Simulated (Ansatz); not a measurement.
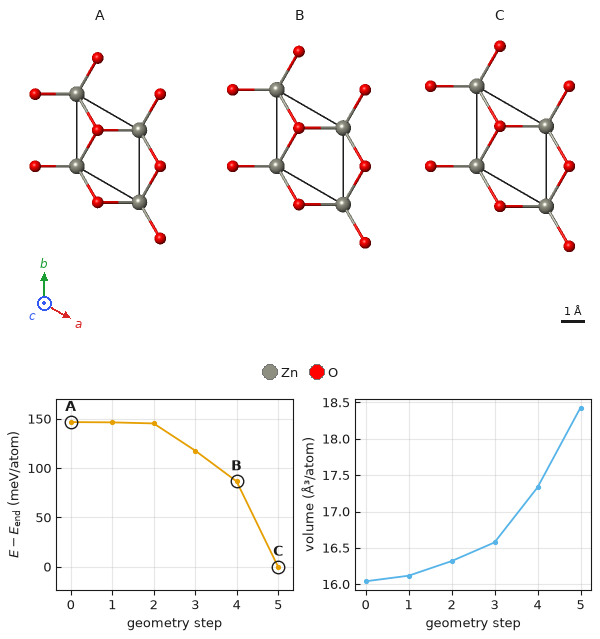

Frames of a relaxation of solid ZnO5 (a generated structure, set up in P-6m2), marked on the history of the run. The picture is a ball-and-stick view of the cell of the calculation, seen along the c axis.

All numbers below come from Ansatz 0.2.0, DFT PBE, scalar-relativistic, plane waves, PAW. Set-up: plane-wave cutoff 420 eV; k-point mesh 12 × 12 × 4; occupations gaussian; smearing width 0.1 eV; collinear spin; cell and atoms relaxed; force threshold 0.01 eV/Å; at most 80 steps.

### What happens along the run?

The run was cut off at its time limit before the relaxation converged, so the last structure is only a point on the way. The largest moves relative to the cell, 0.045 Å, are those of O atoms. Zn stays in place. The drawn cell changes as follows: a = b 3.271 → 3.627 Å (+10.9 %), c 10.388 → 9.706 Å (−6.6 %); the volume changes by +14.9 %. Some distances before and after: O–Zn 2.150 → 2.285 Å, O–O 1.295 → 1.256 Å. Among the angles between lasting bonds that change: Zn–O–Zn 99.0° → 105.0°, O–Zn–O 99.0° → 105.0°, O–Zn–O 127.9° → 125.5°. The space group stays P-6m2 (No. 187). Over 5 geometry steps the energy falls by 147 meV per atom. The largest force component goes from 0.28 to 2.6 eV/Å. Pressure: 0.42 GPa at the start and −6.41 GPa at the end. From step 0 to 4: O atoms move most (0.03 Å), volume +8.0 %, energy −60.1 meV per atom. From step 4 to 5: O atoms move most (0.07 Å), volume +6.3 %, energy −86.6 meV per atom.

Limits of the set-up: layers or molecules are held without a dispersion correction, so their spacing is unreliable.
